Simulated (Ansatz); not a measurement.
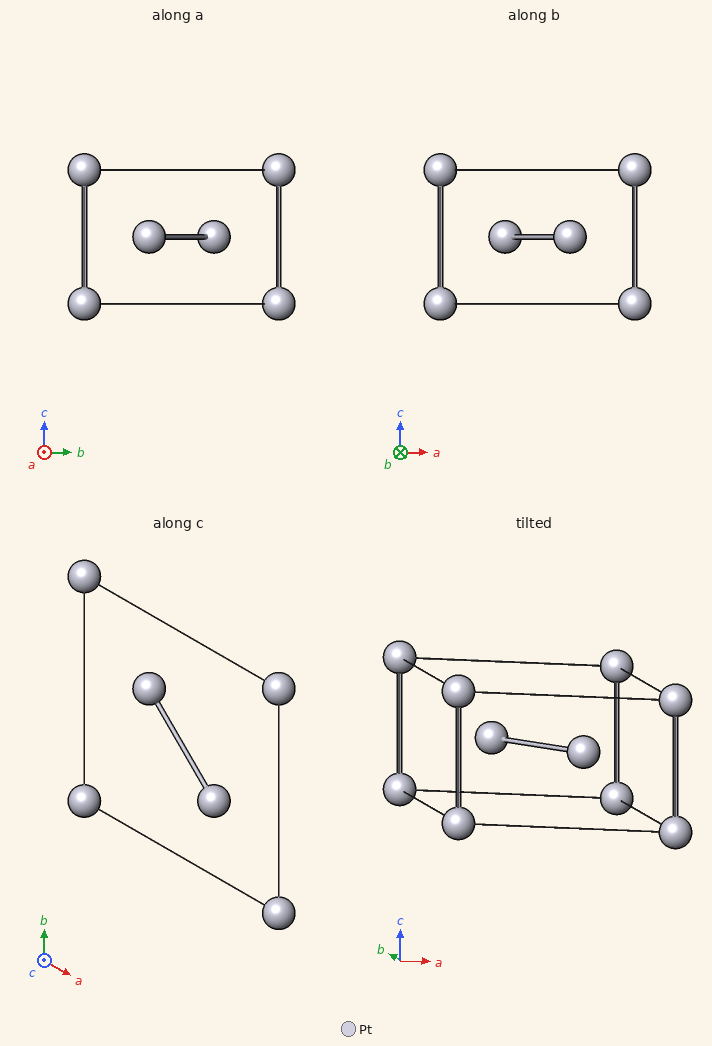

The figure gives a ball-and-stick picture of the atoms, viewed along the a axis, along the b axis, along the c axis and slightly off an axis. The conventional unit cell is drawn as a box.

Lattice parameters: a = 4.260 Å, b = 4.260 Å, c = 2.538 Å, α = 90.00°, β = 90.00°, γ = 120.00°. Put a along x and b in the xy plane.

Write down what is shown as a POSCAR file.

Answer.
```
Pt
1.0
     4.260    0.000    0.000
    -2.130    3.690    0.000
     0.000    0.000    2.538
Pt
3
Direct
  0.0000 0.0000 0.0000
  0.3333 0.6667 0.5000
  0.6667 0.3333 0.5000
```

The initial geometry was a structure type filled with this element by a generator (whether the element takes this form wasn't checked). Earlier steps of the study may have refined or changed the cell and positions. Ansatz was used for an electronic-structure calculation on it.

At this level of theory the cell isn't at rest (compressed, at 52 GPa), so its distances can differ from those at equilibrium, the more so the softer the solid.
